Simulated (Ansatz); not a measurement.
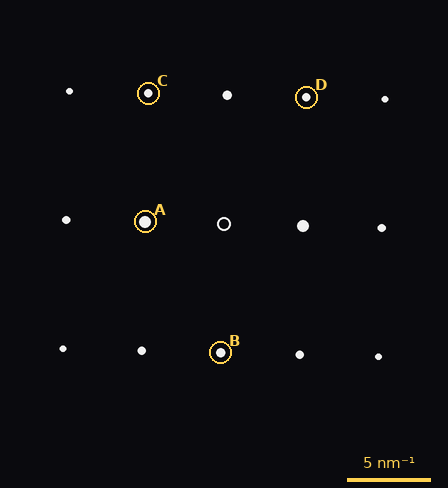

Simulated selected-area electron diffraction pattern (200 kV, kinematic approximation, thin crystal, B = 0.5 Å² for all atoms). The zone axis points towards the electron source and the pattern is seen from the source side.

Crystal: Cr, space group Fm-3m (No. 225), a = 3.641 Å. Structure: the input geometry of an electronic-structure calculation (not necessarily at equilibrium); the starting structure was generated, so it need not be a known form of this composition.

Spot A is indexed -1 1 1 and spot B 0 -2 2.

Question: Give hkl for C, D.

Answer: C = A − B = -1 3 -1 (d = 1.098 Å). D = −A − B = 1 1 -3 (d = 1.098 Å).

Question: Give [uvw].

Answer: The cross product of A and B is parallel to [211]; every spot obeys hu + kv + lw = 0.

Question: What are the spacings of A and B and the angle between them?

Answer: d(A) = 2.102 Å, d(B) = 1.287 Å, and the angle is 90.0°.
